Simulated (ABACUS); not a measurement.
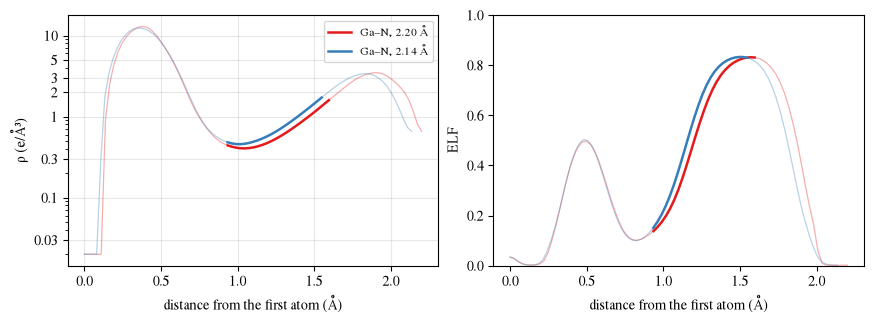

*GaN. Valence pseudo-density and electron localisation function along straight lines between neighbouring atoms. Thin, pale parts lie inside the atomic spheres.*

Space group Immm; a structure from a database of computed crystals, not necessarily the ambient phase; changed on purpose from its base cell (strain along c = 0.06); computed pressure about −9 GPa in this cell.

These are results of Kohn-Sham DFT of a periodic cell, PBE, PseudoDojo NC SR 0.4.1 PBE standard (ABACUS 3.10.1), not measurements.

In a pseudopotential calculation such maps are meaningful between the atoms, not at the nuclei.

What can be read from the curves?

Answer. Ga–N (2.20 Å): ρ at the midpoint is about 0.42 e/Å³; the ELF peaks at about 0.85 in the valence shell of N, 0.6 Å from its nucleus, and is about 0.30 at the midpoint.
Ga–N (2.14 Å): the density is about 0.47 e/Å³ at the midpoint; the ELF peaks at about 0.85 in the valence shell of N, 0.6 Å from its nucleus, and is about 0.30 at the midpoint.
